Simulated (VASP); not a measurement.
The cell of HgSe (F-43m, No. 216). Source of the atomic positions: an entry of the Crystallography Open Database, as set up for an electronic-structure calculation.

```xyz
8
Lattice="6.0780 0.0000 0.0000 0.0000 6.0780 0.0000 0.0000 0.0000 6.0780" Properties=species:S:1:pos:R:3 pbc="T T T"
Hg    0.0000    0.0000    0.0000
Se    1.5195    1.5195    1.5195
Hg    0.0000    3.0390    3.0390
Se    1.5195    4.5585    4.5585
Hg    3.0390    0.0000    3.0390
Se    4.5585    1.5195    4.5585
Hg    3.0390    3.0390    0.0000
Se    4.5585    4.5585    1.5195
```

At each point the valence sum V of an Ag+ ion is computed from the anions within 5 Å (s = exp((R0 − d)/b), R0 fitted to published crystal structures with b = 0.37 Å; R0: Ag+–Se 2.187 Å). Points too close to the other cations are excluded (2.2 Å from Hg). Ag+ is a guest here, not part of the formula. This is an empirical screen for pathways, not an energy calculation.

> Along which directions could Ag+ move by this screen?

From a mismatch of about 0.40 v.u. the regions form a three-dimensional network. These are grid estimates, good to about 0.1 v.u.

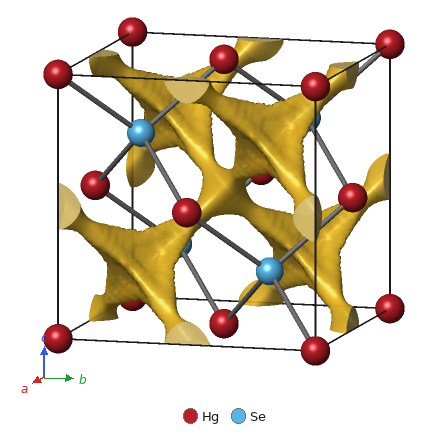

Bond-valence mismatch map for Ag+ in HgSe (F-43m, No. 216): the yellow surface encloses the points where |V − 1| < 0.5 v.u. (1×1×1 cells, view slightly off an axis). Pale faces close the region where the drawn box cuts it. At this level they form a three-dimensional network.
